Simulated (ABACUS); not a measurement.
# Single-point calculation at one volume of an equation of state of WC (part 2 of 2)

Continued. System: WC (P-6m2, 2 atoms in the cell). Method: Kohn-Sham DFT of a periodic cell, PBE, PseudoDojo NC SR 0.4.1 PBE standard, no spin polarisation (ABACUS 3.10.1); cutoff 1360.57 eV, 10×10×9 k-mesh, fermi-dirac of 0.05 eV. The structure derives from an entry of the Crystallography Open Database. It belongs to a series of runs on one base structure; here: volume scaled by 1.02. The settings are looser than a standard set-up, so the numbers are not reference values.

Geometry of the input (Å; fractional positions):
```
2.9257  0.0000  0.0000
-1.4629  2.5338  0.0000
0.0000  0.0000  2.8554
W  0.0000  0.0000  0.0000
C  0.6667  0.3333  0.5000
```

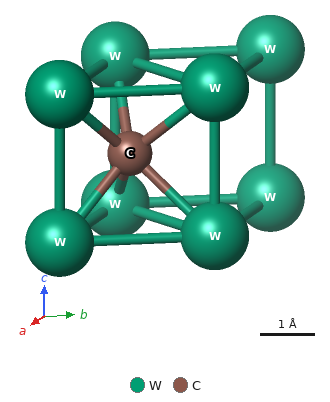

*The input geometry (ball-and-stick view of the cell of the calculation, seen slightly off an axis).*

**Output, continued**
```
----------------------------------------------------------
 E_KohnSham     -163.4338009416      -2223.6309386031
 E_Harris       -165.5041816087      -2251.7999127047
 E_Fermi        1.5563863478         21.1757226194
----------------------------------------------------------

 LCAO ALGORITHM --------------- ION=   1  ELEC=   2--------------------------------

 Density error is 0.108745685625
----------------------------------------------------------
     Energy           Rydberg                 eV
----------------------------------------------------------
 E_KohnSham     -163.5394896618      -2225.0689074125
 E_Harris       -161.2873149630      -2194.4264986180
 E_Fermi        1.5077458420         20.5139345871
----------------------------------------------------------

 LCAO ALGORITHM --------------- ION=   1  ELEC=   3--------------------------------

 Density error is 0.0112798456022
----------------------------------------------------------
     Energy           Rydberg                 eV
----------------------------------------------------------
 E_KohnSham     -163.6353669448      -2226.3733847702
 E_Harris       -163.7643783644      -2228.1286751831
 E_Fermi        1.5406064741         20.9610264239
----------------------------------------------------------

 LCAO ALGORITHM --------------- ION=   1  ELEC=   4--------------------------------

 Density error is 0.00248025804244
----------------------------------------------------------
     Energy           Rydberg                 eV
----------------------------------------------------------
 E_KohnSham     -163.6360018769      -2226.3820234646
 E_Harris       -163.5816254745      -2225.6421945556
 E_Fermi        1.5384447218         20.9316142743
----------------------------------------------------------

 LCAO ALGORITHM --------------- ION=   1  ELEC=   5--------------------------------

 Density error is 0.000231538305066
----------------------------------------------------------
     Energy           Rydberg                 eV
----------------------------------------------------------
 E_KohnSham     -163.6360455711      -2226.3826179549
 E_Harris       -163.6400426654      -2226.4370012119
 E_Fermi        1.5395687205         20.9469070617
----------------------------------------------------------

 LCAO ALGORITHM --------------- ION=   1  ELEC=   6--------------------------------

 Density error is 2.32770084625e-05
----------------------------------------------------------
     Energy           Rydberg                 eV
----------------------------------------------------------
 E_KohnSham     -163.6360459314      -2226.3826228567
 E_Harris       -163.6357615053      -2226.3787530416
 E_Fermi        1.5395150268         20.9461765214
----------------------------------------------------------

 LCAO ALGORITHM --------------- ION=   1  ELEC=   7--------------------------------

 Density error is 8.52625921607e-07
----------------------------------------------------------
     Energy           Rydberg                 eV
----------------------------------------------------------
 E_KohnSham     -163.6360459314      -2226.3826228571
 E_Harris       -163.6360531500      -2226.3827210713
 E_Fermi        1.5395298980         20.9463788548
----------------------------------------------------------

 LCAO ALGORITHM --------------- ION=   1  ELEC=   8--------------------------------

 Density error is 6.11569663411e-08
----------------------------------------------------------
     Energy           Rydberg                 eV
----------------------------------------------------------
 E_KohnSham     -163.6360459315      -2226.3826228584
 E_KS(sigma->0) -163.6358998580      -2226.3806354259
 E_Harris       -163.6360468756      -2226.3826357036
 E_band         -4.3004081604        -58.5100547072
 E_one_elec     -13.1911565069       -179.4748917041
 E_Hartree      18.3044325594        249.0445814651
 E_xc           -37.5949763836       -511.5058949924
 E_Ewald        -131.1540534533      -1784.4424427620
 E_entropy(-TS) -0.0002921471        -0.0039748651
 E_descf        0.0000000000         0.0000000000
 E_exx          0.0000000000         0.0000000000
 E_Fermi        1.5395298835         20.9463786569
----------------------------------------------------------

 charge density convergence is achieved
 final etot is -2226.3826229 eV
 EFERMI = 20.946378657 eV

 STATE ENERGY(eV) AND OCCUPATIONS    NSPIN == 1
 1/70 kpoint (Cartesian) = 0.0000 0.0000 0.0000 (600 pws)
       1       -53.2975     0.00222222
       2       -17.4153     0.00222222
       3       -17.2733     0.00222222
       4       -17.2733     0.00222222
       5        6.10717     0.00222222
       6        16.0857     0.00222222
       7        17.1123     0.00222222
       8        17.1123     0.00222222
       9        21.0388    0.000302446
      10        23.6493    7.39834e-27
      11        23.6493    7.39834e-27
      12        26.6574    5.51380e-53
      13        26.6574    5.51380e-53

 2/70 kpoint (Cartesian) = -0.034179 0.019733 0.0000 (599 pws)
       1       -53.2923      0.0133333
       2       -17.4048      0.0133333
       3       -17.3526      0.0133333
       4       -17.2914      0.0133333
       5        6.36033      0.0133333
       6        16.1544      0.0133333
       7        16.7895      0.0133333
       8        17.3696      0.0133333
       9        20.1319      0.0133333
      10        23.5714    2.11054e-25
      11        24.6631    6.94858e-35
      12        26.2381    1.44981e-48
      13        26.5040    7.11679e-51

 3/70 kpoint (Cartesian) = -0.068359 0.039467 0.0000 (597 pws)
       1       -53.2786      0.0133333
       2       -17.5557      0.0133333
       3       -17.3772      0.0133333
       4       -17.3386      0.0133333
       5        7.06446      0.0133333
       6        15.4724      0.0133333
       7        16.9620      0.0133333
       8        18.0889      0.0133333
       9        18.8093      0.0133333
      10        23.3712    1.15705e-23
      11        25.3722    4.81598e-41
      12        26.1115    1.82318e-47
      13        26.2136    2.36731e-48

 4/70 kpoint (Cartesian) = -0.10254 0.059200 0.0000 (598 pws)
       1       -53.2617      0.0133333
       2       -17.7975      0.0133333
       3       -17.3960      0.0133333
       4       -17.3427      0.0133333
       5        8.06688      0.0133333
       6        14.4977      0.0133333
       7        17.3595      0.0133333
       8        17.7613      0.0133333
       9        19.0923      0.0133333
      10        23.1312    1.40618e-21
      11        24.7754    7.35038e-36
      12        25.6370    2.41437e-43
      13        27.4411    5.15413e-59

 5/70 kpoint (Cartesian) = -0.13672 0.078934 0.0000 (594 pws)
       1       -53.2480      0.0133333
       2       -17.9853      0.0133333
       3       -17.4418      0.0133333
       4       -17.3145      0.0133333
       5        9.08494      0.0133333
       6        13.8381      0.0133333
       7        17.1085      0.0133333
       8        17.3138      0.0133333
       9        20.0311      0.0133333
      10        22.9427    6.09149e-20
      11        25.0059    7.31211e-38
      12        25.2471    5.87722e-40
      13        28.1589    3.00402e-65

 6/70 kpoint (Cartesian) = 0.17090 0.29600 0.0000 (619 pws)
       1       -53.2427     0.00666667
       2       -18.0545     0.00666667
       3       -17.4591     0.00666667
       4       -17.3037     0.00666667
       5        9.56349     0.00666667
       6        13.6405     0.00666667
       7        16.8874     0.00666667
       8        17.1343     0.00666667
       9        20.4307     0.00666645
      10        22.8721    1.25180e-19
      11        25.0909    6.67947e-39
      12        25.3710    2.46569e-41
      13        28.3864    1.58864e-67

[... levels at 64 further k points ...]

 correction force for each atom along direction 1 is 0.168511
 correction force for each atom along direction 2 is -0.0668672
 correction force for each atom along direction 3 is 0.0144023
------------------------------------------------------------------------------------------
 TOTAL-FORCE (eV/Angstrom)
------------------------------------------------------------------------------------------
                        W1         0.0000000000         0.0000000000         0.0000000000
                        C1         0.0000000000         0.0000000000         0.0000000000
------------------------------------------------------------------------------------------

----------------------------------------------------------------
 TOTAL-STRESS (KBAR)
----------------------------------------------------------------
        20.4211188847         0.0000000004         0.0000000000
         0.0000000004        20.4211188845        -0.0000000000
         0.0000000000        -0.0000000000        21.9775386948
----------------------------------------------------------------
 TOTAL-PRESSURE: 20.939925 KBAR

 --------------------------------------------
 !FINAL_ETOT_IS -2226.3826228584284763 eV
 --------------------------------------------
```

**Standard output**
```
ABACUS 4,Local thread limit: 128
v3.10.1

               Atomic-orbital Based Ab-initio Computation at UStc

%%%%%%%%%%%%%%%%%%%%%%%%%%%%%%%%%%%%%%%%%%%%%%%%%%%%%%%%%%%%%%%%%%%%%%%%%%%%%%%%%%%%%%%%%%%%%%%%%%%%%%%%%
 Warning: the number of valence electrons in pseudopotential > 6 for W: [Xe] 4f14 5d4 6s2
 Pseudopotentials with additional electrons can yield (more) accurate outcomes, but may be less efficient.
 If you're confident that your chosen pseudopotential is appropriate, you can safely ignore this warning.
%%%%%%%%%%%%%%%%%%%%%%%%%%%%%%%%%%%%%%%%%%%%%%%%%%%%%%%%%%%%%%%%%%%%%%%%%%%%%%%%%%%%%%%%%%%%%%%%%%%%%%%%%

 UNIFORM GRID DIM        : 36 * 36 * 36
 UNIFORM GRID DIM(BIG)   : 12 * 12 * 12
 ---------------------------------------------------------
 Self-consistent calculations for electrons
 ---------------------------------------------------------
 SPIN    KPOINTS         PROCESSORS  THREADS     NBASE
 1       70              4           4           14
 ---------------------------------------------------------
 Use Systematically Improvable Atomic bases
 ---------------------------------------------------------
 ELEMENT ORBITALS        NBASE       NATOM       XC
 W       2s1p1d-7au      10          1
 C       1s1p-6au        4           1
 ---------------------------------------------------------
 Initial plane wave basis and FFT box
 ---------------------------------------------------------
 -------------------------------------------
 SELF-CONSISTENT :
 -------------------------------------------
 START CHARGE      : atomic
 ITER       ETOT/eV          EDIFF/eV         DRHO     TIME/s
 GE1     -2.22363094e+03   0.00000000e+00   1.1640e-01   0.16
 GE2     -2.22506891e+03  -1.43796881e+00   1.0875e-01   0.16
 GE3     -2.22637338e+03  -1.30447736e+00   1.1280e-02   0.18
 GE4     -2.22638202e+03  -8.63869440e-03   2.4803e-03   0.16
 GE5     -2.22638262e+03  -5.94490314e-04   2.3154e-04   0.16
 GE6     -2.22638262e+03  -4.90179839e-06   2.3277e-05   0.16
 GE7     -2.22638262e+03  -4.74864156e-10   8.5263e-07   0.16
 GE8     -2.22638262e+03  -1.28190120e-09   6.1157e-08   0.16
----------------------------------------------------------------
 TOTAL-STRESS (KBAR)
----------------------------------------------------------------
        20.4211188847         0.0000000004         0.0000000000
         0.0000000004        20.4211188845        -0.0000000000
         0.0000000000        -0.0000000000        21.9775386948
----------------------------------------------------------------
 TOTAL-PRESSURE: 20.939925 KBAR
```

**File mulliken.txt**
```
 0
CALCULATE THE MULLIkEN ANALYSIS FOR EACH ATOM
 Total charge:	18
Decomposed Mulliken populations
0                              Zeta of W              Spin 1
s                                      0              2.0016
s                                      1              0.6202
SUM OVER M+Zeta                                       2.6218

pz                                     0              1.9989
px                                     0              1.9984
py                                     0              1.9985
SUM OVER M                                            5.9958
SUM OVER M+Zeta                                       5.9958

dz^2                                   0              1.0330
dxz                                    0              0.8602
dyz                                    0              0.8033
dx^2-y^2                               0              0.8350
dxy                                    0              1.1132
SUM OVER M                                            4.6446
SUM OVER M+Zeta                                       4.6446

SUM OVER M+Zeta+L                                    13.2622

Total Charge on atom:                  W             13.2622


1                              Zeta of C              Spin 1
s                                      0              1.4662
SUM OVER M+Zeta                                       1.4662

pz                                     0              1.0770
px                                     0              1.1169
py                                     0              1.0777
SUM OVER M                                            3.2716
SUM OVER M+Zeta                                       3.2716

SUM OVER M+Zeta+L                                     4.7378

Total Charge on atom:                  C              4.7378
```

**Results in brief**

- outcome: converged
- space group (tolerance 0.01 Å): P-6m2 (187)
- electrons treated: 18
- free energy: −2226.3826 eV
- Fermi energy: 20.946 eV
- gap on the k-point mesh: none (metallic)
- pressure: 2.09 GPa
- largest force (length of the vector): under 0.001 eV/Å
- wall time: 2.2 s (CPU time 8.7 s)
- peak memory: 0.4 GiB

Settings chosen away from the usual ones: volume scaled by 1.02. The settings depart from the standard set-up of this series, which can bear on the numbers. Points of doubt noted for this run: home made orbitals. Spin–orbit coupling is left out, which matters for W.
